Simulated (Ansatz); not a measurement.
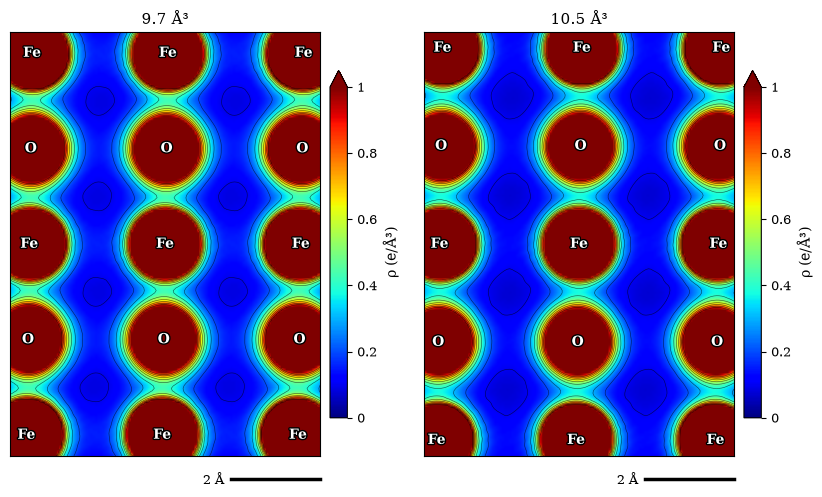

FeO. The valence electron density of cells scaled evenly to different volumes (given per atom above each panel), on the (011̄) plane of each (indices in the axes of the cell below), at one length scale and on one colour scale.

Spin-polarised.

The calculation used Ansatz, Kohn-Sham DFT of a periodic cell, PBE, Ansatz PAW.

In a PAW calculation such maps are meaningful between the atoms, not at the nuclei.

The largest cell:

```
Fe O
1.0
     1.53881    0.88843    2.55273
    -1.53881    0.88843    2.55273
     0.00000   -1.77686    2.55273
Fe O
1 1
Direct
  0.00000 0.00000 0.00000
  0.50000 0.50000 0.50000
```

| volume (Å³/atom) | Fe–O contact in the plane (Å) | ρ at its midpoint (e/Å³) | pressure (GPa) | largest moment (μB) | 
| --- | --- | --- | --- | --- |
| 9.66 | 2.130 | 0.430 | 6.8 | 3.43 | 
| 9.87 | 2.145 | ? | ? | ? | 
| 10.47 | 2.188 | 0.378 | −7.6 | 3.47 | 

**Estimate the missing row, and compare with the calculation.**

Over the known rows ln ρ falls by 2.22 per Å of Fe–O distance (the line through the two), which gives 0.416 e/Å³ at 2.145 Å; the calculation gives 0.415 e/Å³. For the pressure, a straight line in volume between the neighbouring rows gives 3.1 GPa; the calculation gives 2.6, lower because pressure rises ever faster on compression. For the largest moment, a straight line in volume between the neighbouring rows gives 3.44 μB; the calculation gives 3.44.
